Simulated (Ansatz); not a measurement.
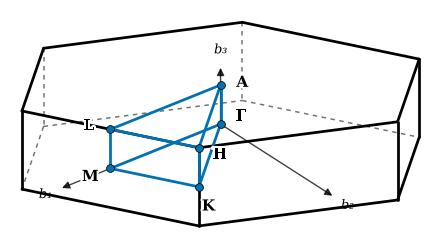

Crystal: Te2Mo, the end point of a relaxation with Ansatz, DFT, r2SCAN+rVV10, plane waves, PAW; the starting structure was generated, so it need not be a known form of this composition. The first Brillouin zone and its special points. All values are computed from the atomic coordinates in the standard setting (tolerance 0.002 Å).

Space group No. 194, P6₃/mmc; a = 3.542 Å, b = 3.542 Å, c = 14.177 Å, α = 90.00°, β = 90.00°, γ = 120.00°.

Labels and path follow the convention of Hinuma et al. (2017), as computed by seekpath; the arrows show the directions of the reciprocal primitive vectors b₁, b₂, b₃, in which coordinates are given; lengths include the factor 2π.

> List the special points with their coordinates and distances from Γ.

```
point   k₁   k₂   k₃  length of k (1/Å)
    Γ    0    0    0              0.000
    A    0    0  1/2              0.222
    K  1/3  1/3    0              1.183
    H  1/3  1/3  1/2              1.203
    M  1/2    0    0              1.024
    L  1/2    0  1/2              1.048
```

> What is the zone's volume?

(2π)³ over the primitive cell's volume of 154.04 Å³: 1.61 Å⁻³.
